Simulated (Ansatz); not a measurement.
```
CELL_PARAMETERS angstrom
7.39800 0.00000 0.00000
-3.69900 6.40686 0.00000
0.00000 0.00000 11.00000
ATOMIC_POSITIONS crystal
C 0.99800 0.01561 0.08347
C 0.21764 0.12530 0.08386
C 0.99685 0.34750 0.08288
C 0.21757 0.45467 0.09103
C 0.99676 0.68294 0.08283
C 0.21688 0.79631 0.09109
C 0.32822 0.01286 0.08848
C 0.55546 0.12648 0.08850
C 0.32840 0.34847 0.08807
C 0.55528 0.46191 0.08808
C 0.32367 0.67865 0.11766
C 0.55998 0.79680 0.11774
C 0.66680 0.02127 0.09116
C 0.88690 0.12801 0.08287
C 0.66603 0.34950 0.08385
C 0.88568 0.45945 0.08344
C 0.66611 0.67894 0.09108
C 0.88681 0.79249 0.08291
N 0.44178 0.74450 0.23385
H 0.44171 0.61752 0.26988
```

Method: DFT r2SCAN-D3(BJ), scalar-relativistic, plane waves, PAW (Ansatz 0.2.0).

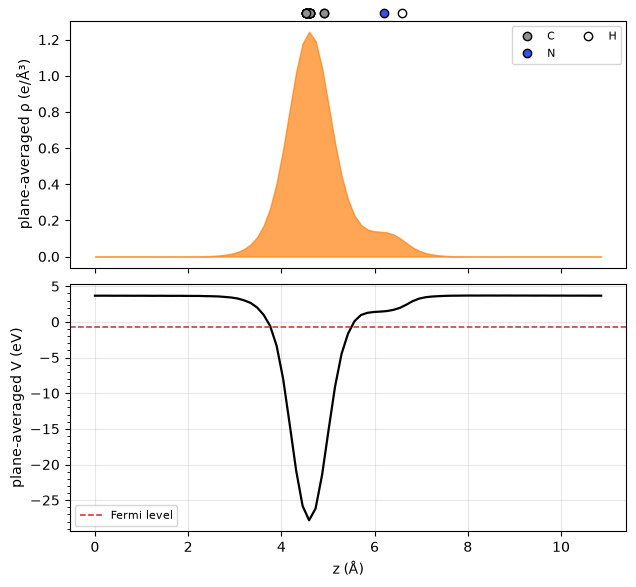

HC$_{18}$N (slab). Plane average of the electrostatic potential (local pseudopotential plus Hartree) felt by an electron and of the valence pseudo-density across the slab. Circles mark the heights of the atoms.

How far above the Fermi level of the calculation is the vacuum level?

4.3 eV.

What are the slab's thickness and the vacuum gap?

The outermost nuclei are 2.1 Å apart, in 2 atomic planes; the vacuum between periodic images is 8.9 Å wide.
